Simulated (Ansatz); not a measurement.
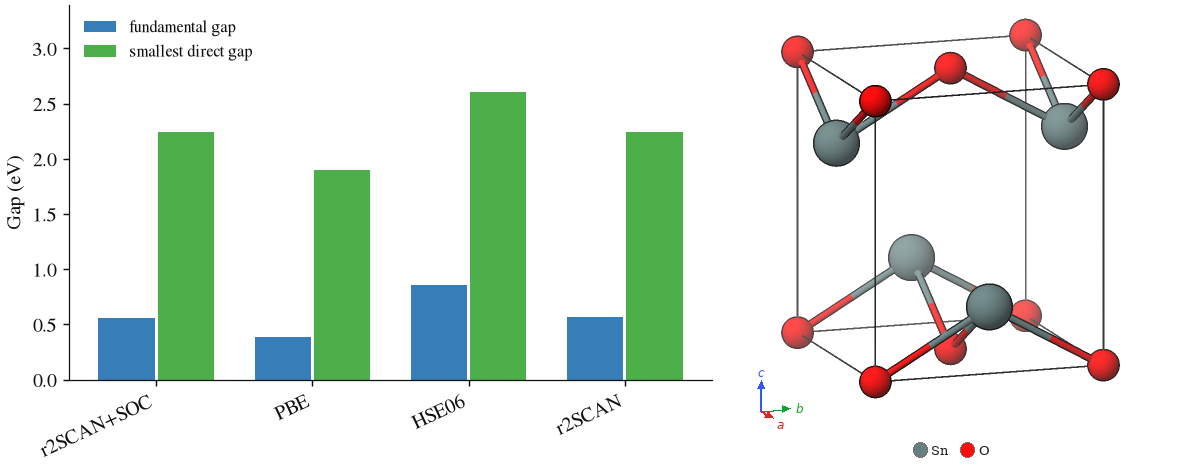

Gaps of SnO, space group P4/nmm, 4 atoms in the cell, epitaxial (xy) strain +3.0%, at several levels of theory on one cell (Ansatz, plane waves and PAW; edges over the mesh and the special points).

How does the gap depend on the level, and does its kind change?

Answer. In rising order: PBE 0.39 eV, r2SCAN+SOC 0.56 eV, r2SCAN 0.57 eV and HSE06 0.85 eV. It is indirect at every level.
